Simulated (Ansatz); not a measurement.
Structure of Mn:

```
CELL_PARAMETERS angstrom
2.55437 0.00000 0.00000
0.00000 2.55437 0.00000
0.00000 0.00000 2.55437
ATOMIC_POSITIONS crystal
Mn 0.00000 0.00000 0.00000
```

Structure used: the geometry relaxed with DFT, r2SCAN, plane waves (500 eV) with PAW, scalar-relativistic in Ansatz 0.2.0; the starting structure was generated, so it need not be a known form of this composition.

Question: Predict radii and indices of the first 5 visible rings (3 % of the strongest or more) for 120 kV electrons.

Answer:
```
ring     radius  d (Å)  hkl
   1  3.91 nm⁻¹   2.55  100
   2  5.54 nm⁻¹  1.806  110
   3  6.78 nm⁻¹  1.475  111
   4  7.83 nm⁻¹  1.277  200
   5  8.75 nm⁻¹  1.142  210
```

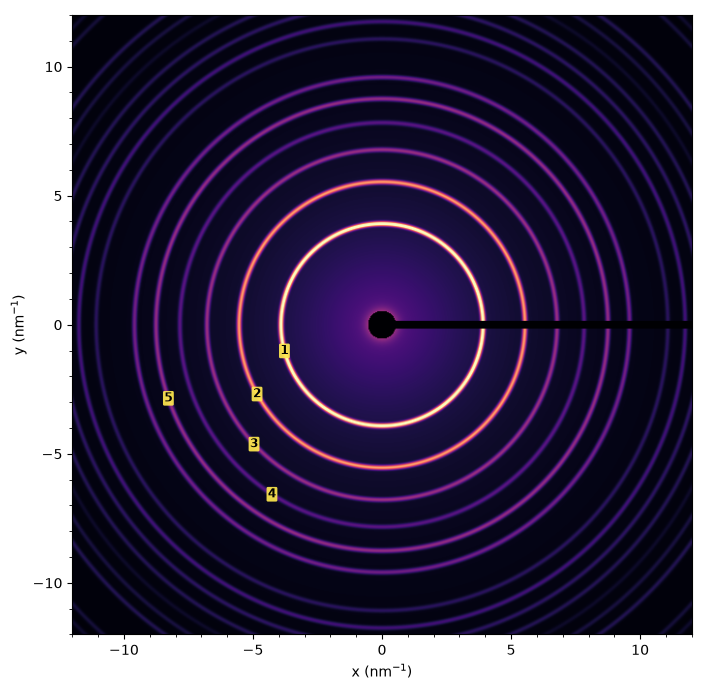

Simulated electron diffraction rings at 120 kV (λ = 0.0335 Å), scale in nm⁻¹ (radius = 1/d), for a fine-grained powder without texture. Kinematic intensities with B = 0.5 Å² for all atoms, without multiple scattering; brightness goes as intensity to the power 0.5, clipped at the top. Reflections closer than the ring width show as one ring. The numbers mark the rings of the table.
